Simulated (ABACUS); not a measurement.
# Tc: 7 runs along one coordinate

System: Tc (P6₃/mmc, 2 atoms in the cell).
Method: Kohn-Sham DFT of a periodic cell, PBE, PseudoDojo NC SR 0.4.1 PBE standard, no spin polarisation (ABACUS 3.10.1).

The 7 runs differ only in the geometry, by an even scaling of the cell at fixed fractional positions. The structure derives from an entry of the Crystallography Open Database.

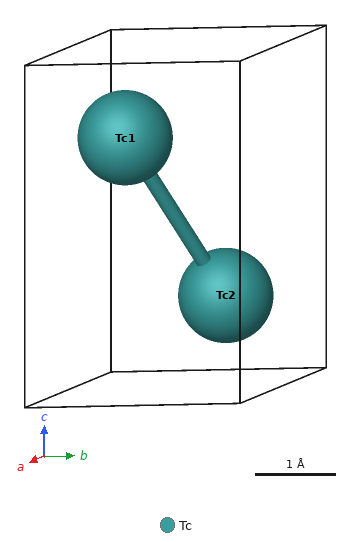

Figure 1. The structure of run 4 (ball-and-stick view of the cell of the calculation, seen slightly off an axis; atoms are numbered from 1 in the order of the input).

### Input of run 4
```
INPUT_PARAMETERS
suffix              Tc
calculation         scf
basis_type          lcao
pseudo_dir          ./
orbital_dir         ./
symmetry            1
dft_functional      pbe
ecutwfc             100
pseudo_rcut         10
nspin               1
nbands              19
ks_solver           genelpa
smearing_method     fd
smearing_sigma      0.00367493
scf_thr             1e-07
scf_nmax            100
mixing_type         broyden
mixing_beta         0.7
cal_force           1
cal_stress          1
out_mul             1
```

### File STRU of run 4
```
ATOMIC_SPECIES
Tc 97.9072 Tc.upf

NUMERICAL_ORBITAL
Tc_confined-atom_7au_3s2p2d1f.orb

LATTICE_CONSTANT
1.8897261246

LATTICE_VECTORS
2.7400000000 0.0000000000 0.0000000000
-1.3700000000 2.3729096064 0.0000000000
0.0000000000 0.0000000000 4.3980000000

ATOMIC_POSITIONS
Direct

Tc
0.0
2
0.6666666667 0.3333333333 0.7500000000 1 1 1
0.3333333333 0.6666666667 0.2500000000 1 1 1
```

### File KPT of run 4
```
K_POINTS
0
Gamma
11 11 6 0 0 0
```

Command:
```bash
OMP_NUM_THREADS=1 mpirun -np 4 abacus > log
```

Run 5 differs from it as follows:
```diff
-2.7400000000 0.0000000000 0.0000000000
--1.3700000000 2.3729096064 0.0000000000
-0.0000000000 0.0000000000 4.3980000000
+2.7581462242 0.0000000000 0.0000000000
+-1.3790731121 2.3886246975 0.0000000000
+0.0000000000 0.0000000000 4.4271266766
```

### Results, with one run withheld

| run | volume per atom (Å³) | free energy per atom, from the lowest run given (meV) | pressure (GPa) |
| --- | --- | --- | --- |
| 1 | 13.440 | 85.77 | 27.98 |
| 2 | 13.726 | 43.46 | 19.58 |
| 3 | 14.011 | 15.33 | 12.04 |
| 4 | 14.297 | 0.00 | 5.27 |
| 5 | 14.583 | ? | ? |
| 6 | 14.869 | 2.54 | −6.27 |
| 7 | 15.155 | 18.17 | −11.17 |

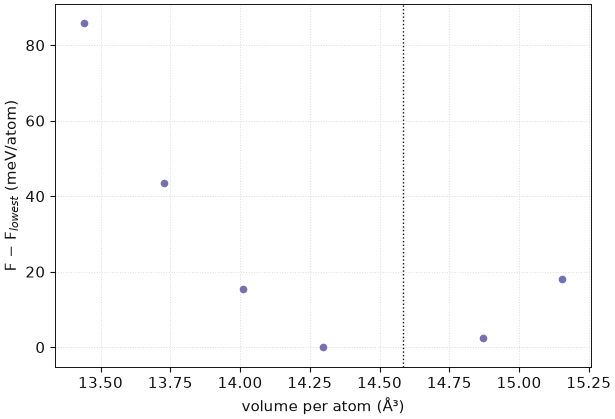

Figure 2. Free energy per atom of the runs given; the dotted line marks run 5.

Fit the runs given and predict run 5.

A cubic polynomial in V^(−2/3) (the Birch–Murnaghan form), fitted to the 6 runs given, misses them by at most 0.05 meV per atom. With x = V^(−2/3) − 0.17031 Å⁻², it reads F = 2.6177 + 5359.8 x + 1.0904e+06 x² + 1.5494e+06 x³ (meV per atom). At run 5 it gives −3.89 meV per atom, and the run itself gives −3.83. The slope of the fit gives a pressure −dF/dV of −0.81 GPa there, and the run prints −0.82 GPa. The fit has its minimum at 14.543 Å³ per atom, where V d²F/dV² gives 298 GPa. Cell shape and fractional positions are held, so this is the stiffness under even scaling; the relaxed bulk modulus wasn't computed.

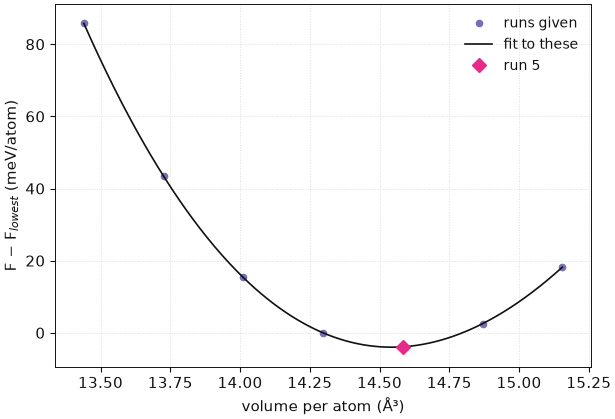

Figure 3. The fit and the withheld run.

### Some lines of the output (run 5)
```
[...]
                             Volume (A^3) = 29.1667
 E_Fermi        1.6588207250         22.5694138204
 E_Fermi        1.6199296271         22.0402732881
 E_Fermi        1.6269407693         22.1356647716
 E_Fermi        1.6265768362         22.1307132078
 E_Fermi        1.6266151738         22.1312348174
 E_Fermi        1.6266040828         22.1310839155
 E_Fermi        1.6266062600         22.1311135384
 E_KS(sigma->0) -339.3735860892      -4617.4145215066
 E_Fermi        1.6266058141         22.1311074722
 final etot is -4617.4231577 eV
 EFERMI = 22.131107472 eV
 TOTAL-PRESSURE: -8.151254 KBAR
 !FINAL_ETOT_IS -4617.4231576936072088 eV
```

Notes: Points of doubt noted for this run: home made orbitals.
